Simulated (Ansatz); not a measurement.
Start from this file.

```
CELL_PARAMETERS angstrom
2.52210 0.00000 0.00000
-1.26105 2.18420 0.00000
0.00000 0.00000 4.11860
ATOMIC_POSITIONS crystal
C 0.33333 0.66667 0.06250
C 0.66667 0.33333 0.56250
C 0.33333 0.66667 0.43750
C 0.66667 0.33333 0.93750
```

**What would you see if this were drawn?**

The element is carbon. Space group: P6_3/mmc (No. 194). Lattice: primitive hexagonal. This arrangement goes by the name hexagonal diamond (lonsdaleite type). The cell holds four atoms. C is coordinated by four C in a tetrahedral arrangement at 1.54 Å. The bonds build a three-dimensional framework.

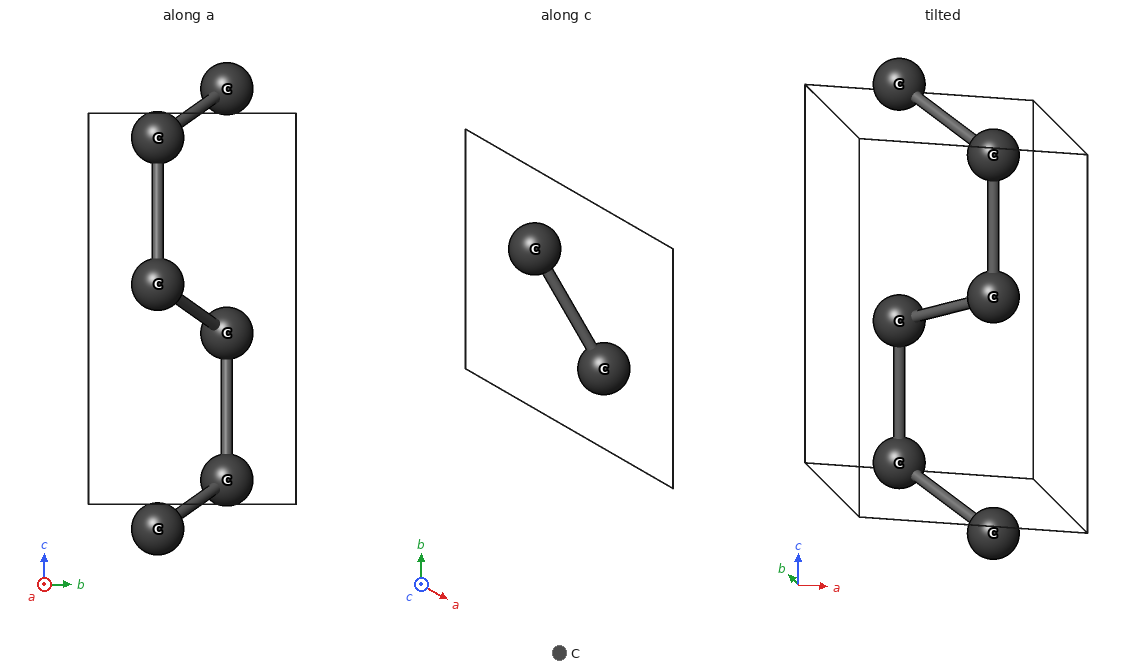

Ball-and-stick drawing of the structure, looking along the a axis, along the c axis and slightly off an axis. Lines trace the edges of the conventional unit cell.

It goes back to an entry, possibly a prediction, of the Crystallography Open Database. Earlier steps of the study may have refined or changed the cell and positions. A calculation with Ansatz used it as input.
